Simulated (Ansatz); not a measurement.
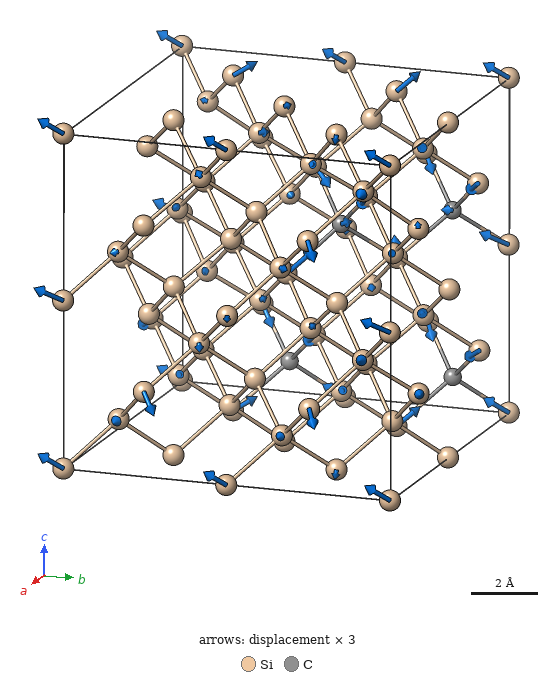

This is a relaxation of a crystal of Si$_{60}$C$_{4}$ (a generated structure, set up in P1). The starting structure is drawn; blue arrows show the displacements (the part carried along by the change of the cell is left out), 3 times their true length.

The picture is a ball-and-stick view of the cell of the calculation (origin shifted), seen slightly off an axis.

These are results of Ansatz 0.2.0, DFT, PBEsol, PAW, plane waves, not measurements. Set-up: plane-wave cutoff 420 eV; k-point mesh 1 × 1 × 1; mesh shifted by (0.5, 0.5, 0.5); no spin polarisation; cell relaxed at fixed shape; force threshold 0.03 eV/Å; at most 80 steps.

Question: Which element moves most?

Answer: Silicon: up to 0.40 Å, against 0.14 Å for carbon.

Question: What happened in the run?

Answer: A Si atom moves most relative to the cell: 0.40 Å along [−3 2 2]. Largest moves by element: Si 0.40 Å, C 0.14 Å. The drawn cell changes as follows: a = b = c 10.640 → 10.604 Å (−0.3 %); the volume changes by −1.0 %. Near-neighbour distances that change, for instance: C–Si 2.327 → 1.970 Å, C–Si 2.328 → 1.993 Å, C–Si 2.297 → 1.972 Å, C–Si 2.301 → 1.992 Å. Bond angles that change, for instance: Si–Si–Si 108.1° → 125.6°, Si–Si–Si 109.3° → 123.4°, Si–Si–Si 109.9° → 96.0°. The space group stays P1 (No. 1). After 6 geometry steps the energy has fallen by 8.711 eV per cell of the calculation. The largest force component goes from 3.1 to 0.01 eV/Å. The pressure goes from 1.87 to 0.00 GPa.
